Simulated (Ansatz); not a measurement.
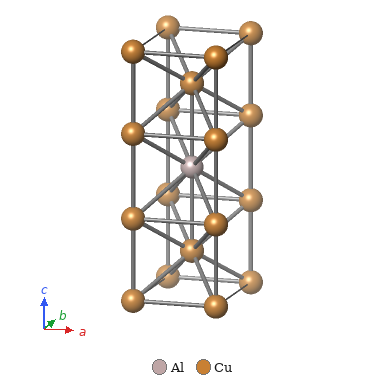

System: AlCu₅, space group Pmmm (No. 47) (cell built by us, not taken from a database). The picture shows the conventional cell.

The given structure:
```xyz
6
Lattice="2.6708 0.0000 0.0000 0.0000 3.5505 0.0000 0.0000 0.0000 7.8487" Properties=species:S:1:pos:R:3 pbc="T T T"
Al    1.3354    1.7753    3.9243
Cu    1.3354    1.7753    6.5638
Cu    0.0000    0.0000    5.2607
Cu    0.0000    0.0000    2.5879
Cu    1.3354    1.7753    1.2849
Cu    0.0000    0.0000    0.0000
```

Calculation (Ansatz 0.2.0): harmonic phonon frequencies at the zone centre with atoms at rest in the given cell, without the long-range term of polar modes, the three translations left out, imaginary frequencies are negative; plane waves with PAW datasets, Γ-centred k mesh. Level: PBE, no spin polarisation.

```json
{"setting": "wave cutoff", "value": "420 eV"}
{"setting": "k mesh", "value": "16×12×6"}
{"setting": "occupations", "value": "Fermi–Dirac"}
{"setting": "smearing width", "value": "0.15 eV"}
{"setting": "pressure", "value": "0 GPa"}
{"setting": "phonon method", "value": "linear response"}
```

Predict the zone-centre optical phonon frequencies (the three acoustic modes are left out).

No frequency is imaginary, so the structure is stable to these displacements (zone-boundary modes weren't tested here). The highest mode lies at 278.6 cm⁻¹.

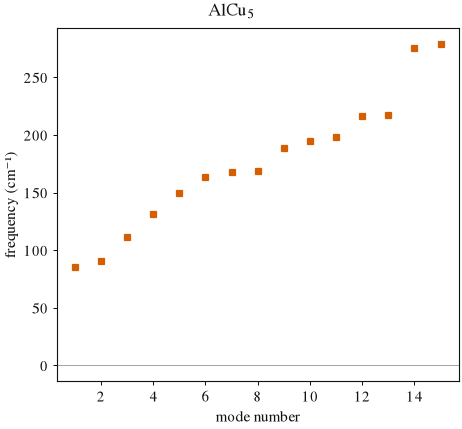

Limits of the calculation: metal sensitive to the k mesh.
